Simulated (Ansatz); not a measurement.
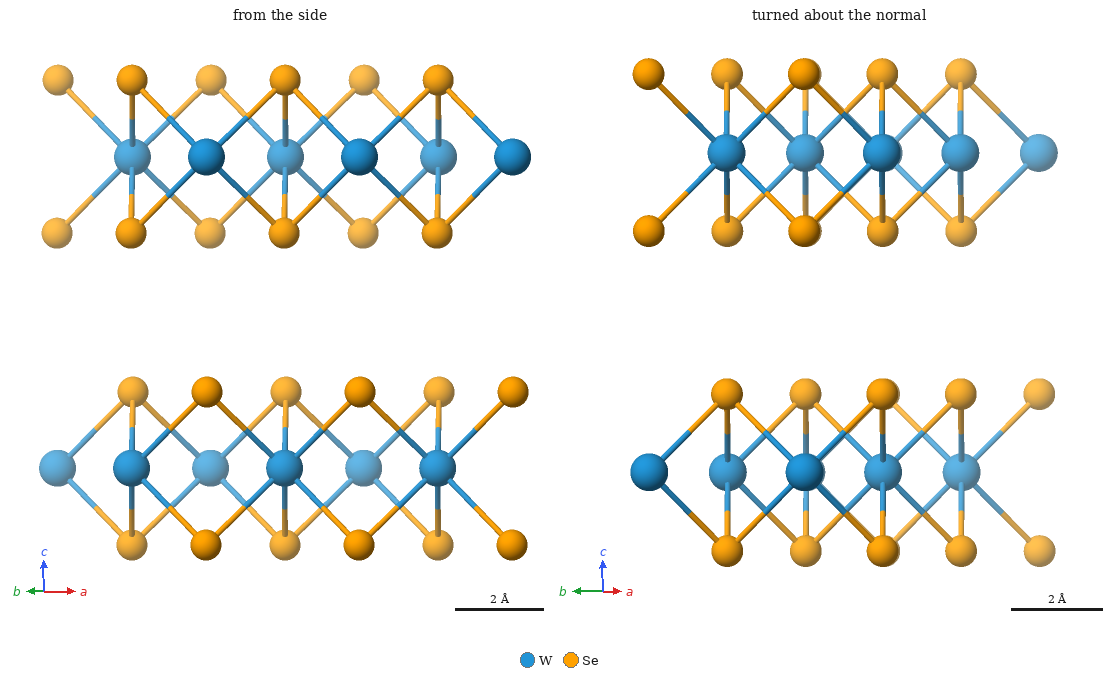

A ball-and-stick picture of a periodic slab, seen from the side and turned about the normal. The surface normal points up in side views; the vacuum is left out. 3×2 cells are drawn in the plane, with atoms at the edges repeated.

The cell holds 2 W, 4 Se.

Question: Are the two faces alike, and what ends them?

Answer: The top face ends in Se, the bottom face in Se. The two faces are alike.

Question: Estimate the thickness.

Answer: About 11 Å from the lowest to the highest atom.

Question: What is the order of the atomic planes, starting from the top?

Answer: Six planes: Se / W / Se / Se / W / Se.

Starting structure: a structure listed in the Materials Project. The cell was then strained or its atoms displaced on purpose. A calculation with Ansatz used it as input.

At this level of theory the run's own cell isn't at rest (stretched, at -6 GPa and forces up to 1.7 eV/Å), so its distances can differ from those at equilibrium, the more so the softer the solid.
